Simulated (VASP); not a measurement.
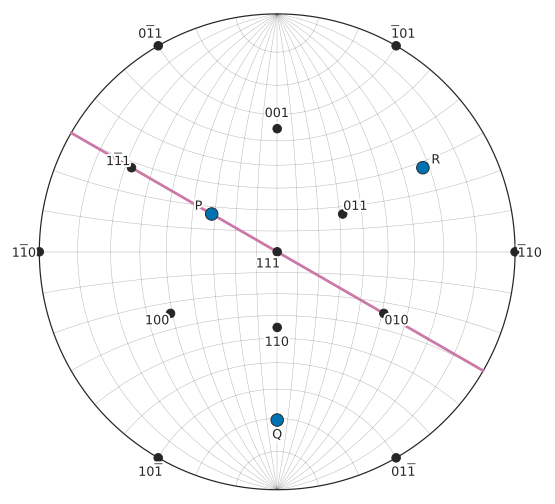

Crystal: Al, the end point of a relaxation with VASP Kohn-Sham DFT of a periodic cell, PBE, VASP PAW PBE potentials, recommended in VASP 6.6.1. Stereographic projection of plane normals (upper hemisphere) centred on (1 1 1). Symmetry computed with spglib at a tolerance of 0.002 Å; standard conventional cell.

a = 4.042 Å, b = 4.042 Å, c = 4.042 Å, α = 90.00°, β = 90.00°, γ = 90.00°.

> Index the poles marked P, Q, R.

P is (1 0 1), 35.3° from the centre; Q is (1 1 −1), 70.5° from the centre; R is (−1 1 1), 70.5° from the centre.

> Which zone does the coloured great circle trace?

The zone [1 0 −1]: its poles satisfy h − l = 0.

> What is the angle between the normals of (1 1 −1) and (1 −1 0), and what are their d_hkl = 1/|g|?

90.0°; d = 2.333 Å and 2.858 Å.
